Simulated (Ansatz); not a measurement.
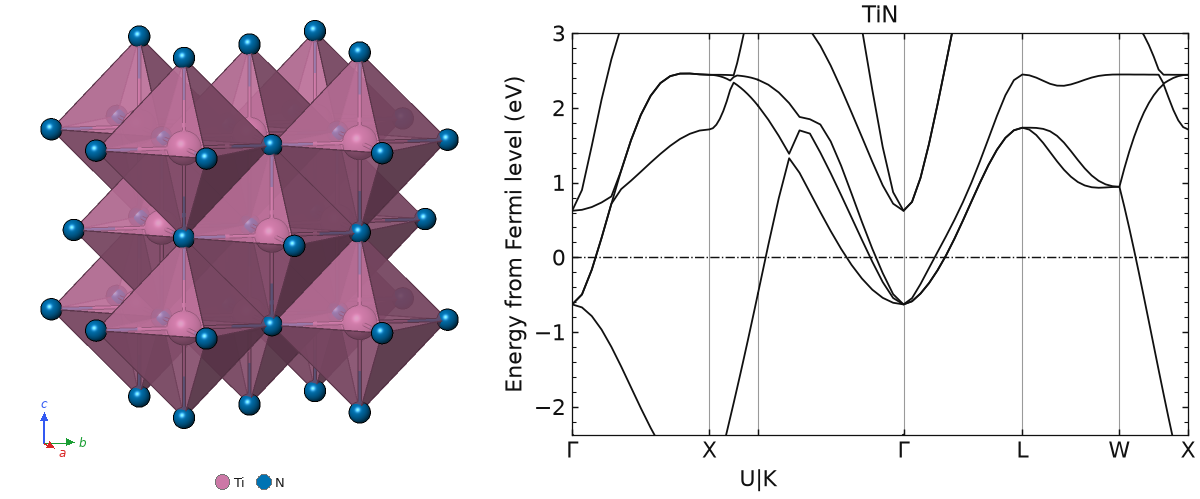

Band structure, beside the structure. Energies are counted from the Fermi level.

System: TiN, space group Fm-3m, 2 atoms in the cell.

```yaml
crystal:
  lattice:
    - [0.00000, 2.11625, 2.11625]
    - [2.11625, 0.00000, 2.11625]
    - [2.11625, 2.11625, 0.00000]
  atoms:
    - { symbol: Ti, position: [0.00000, 0.00000, 0.00000] }
    - { symbol: N, position: [0.50000, 0.50000, 0.50000] }
```

Ansatz 0.2.0; DFT r2SCAN, scalar-relativistic, plane waves, PAW, no spin polarisation, 18×18×18 k mesh, 500 eV cutoff.

### Does this material conduct, going by its bands?

A metal: 3 bands cross the Fermi level along this path.

### On which lines of the path do bands cross the Fermi level?

Bands cross the Fermi level on Γ–X, K–Γ, Γ–L and W–X, and not on X–U and L–W.

The electron count is odd and the run has no spin polarisation, so a magnetic state may lie lower.
